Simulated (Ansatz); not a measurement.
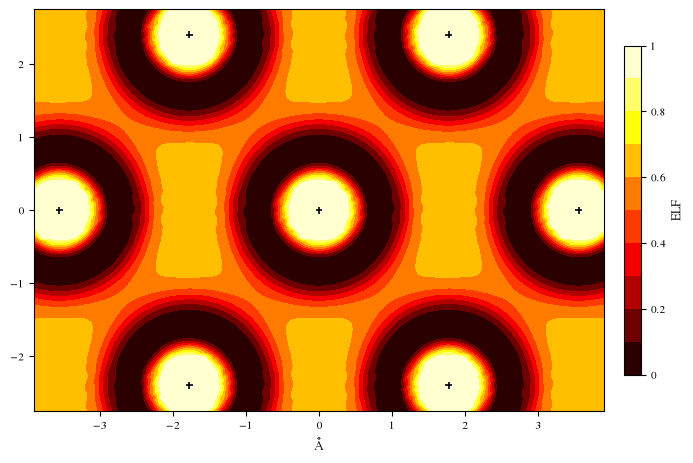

The ELF on a plane through atoms (crosses mark nuclei in the plane).

All numbers below come from DFT PBEsol, scalar-relativistic, plane waves, PAW (Ansatz).

Candidates:
A. PtSe2, a = 3.76 Å, b = 3.76 Å, c = 4.86 Å, α = 90.00°, β = 90.00°, γ = 120.00°. Space group P-3m1.
B. Zr9O16 (cell charge +2, with a compensating background) (cell with a defect), a = 6.73 Å, b = 7.31 Å, c = 7.31 Å, α = 90.92°, β = 116.26°, γ = 116.26°. 
C. Li, a = 3.55 Å, b = 3.55 Å, c = 3.21 Å, α = 90.04°, β = 89.96°, γ = 90.00°. Space group I4/mmm; computed without spin polarisation.

Which candidate gave the map?

Answer. Candidate C: Li on the (011) plane of the conventional cell, which holds Li. Li–Li (2.98 Å): the ELF reaches about 0.50 near the midpoint.
